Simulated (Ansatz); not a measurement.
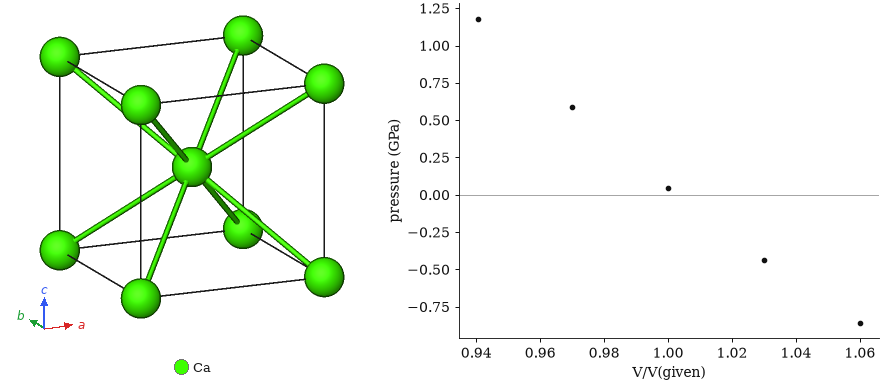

The picture above shows the pressure against V/V(given) for Ca, space group Im-3m (No. 229). The conventional cell is drawn beside the plot.

Cell as given: a = 3.794 Å, b = 3.794 Å, c = 3.794 Å, α = 109.47°, β = 109.47°, γ = 109.47°; 1 atom.

Calculation (Ansatz 0.2.0): periodic Kohn-Sham DFT of a crystal at fixed atoms, scaled to the stated factor times the given cell; pressure positive in compression. Level: PBE.

| setting | value |
| --- | --- |
| method | frozen-core PAW |
| relativity | scalar |
| k mesh | 13×13×13 |
| occupations | Fermi–Dirac |
| smearing width | 0.08 eV |
| wave cutoff | 420 eV |
| PAW set | soft_2 |

V(given) is 42.04 Å³/atom.

Q: How does the pressure vary with V/V(given)?

A: It falls from 1.180 GPa at V/V(given) 0.941 to −0.860 GPa at 1.060, and changes sign near 1.003.

Q: What does the calculation give for the volume at zero pressure from a fit of the pressures?

A: 42.1 Å³/atom.

The computed values:

| V/V(given) | pressure (GPa) |
| --- | --- |
| 0.941 | 1.180 |
| 0.970 | 0.585 |
| 1.000 | 0.046 |
| 1.030 | −0.434 |
| 1.060 | −0.860 |
